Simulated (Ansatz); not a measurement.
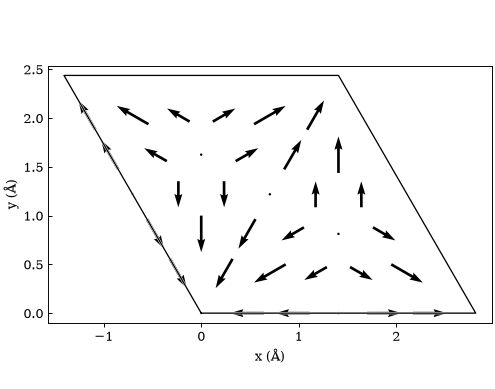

H on an Al(001) slab cut from the P6_3/mmc phase, its upper half relaxed before the scan (32 atoms of substrate and one adsorbate in a 2 × 2 cell). H is moved over the surface cell at a fixed height above a rigid substrate; the origin of the map has the adsorbate above Al29; the height is held at 3.30 Å. Places are given modulo a cell vector. The map is drawn in real space over the plane of the surface. Grid: 6 × 6 points; 10 points were computed and 26 follow by symmetry. Places are given in fractions of the 1 × 1 surface cell. The runs have no spin polarisation, so an open-shell adsorbate far from the surface lies too high. At a fixed height the lowest place need not be the adsorption site. The calculation used DFT PBE+D3(BJ), scalar-relativistic, plane waves, PAW (Ansatz). Settings: cutoff 420 eV, k-mesh 6×6×1, gaussian smearing 0.1 eV, no spin polarisation.

In the figure: arrows along the force (downhill), their lengths compressed, the outline of one cell of the plane.

> The arrows alone are given. Where is the energy lowest?

The arrows converge at the top site over a surface Al atom, (0/6, 0/6) of the cell vectors (read from the interpolated surface).

The energy map of the same scan:

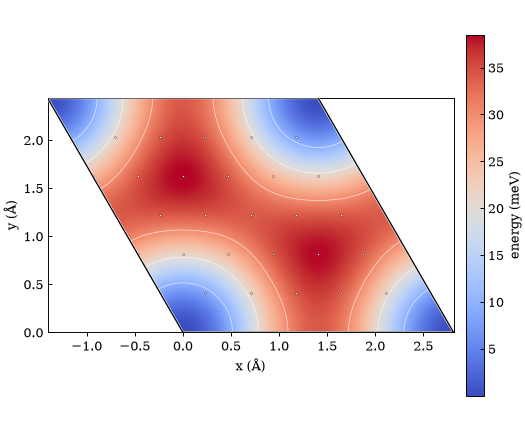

Energies are in meV, from the lowest grid point; between grid points the surface is interpolated.

PAW datasets: the set soft_1.
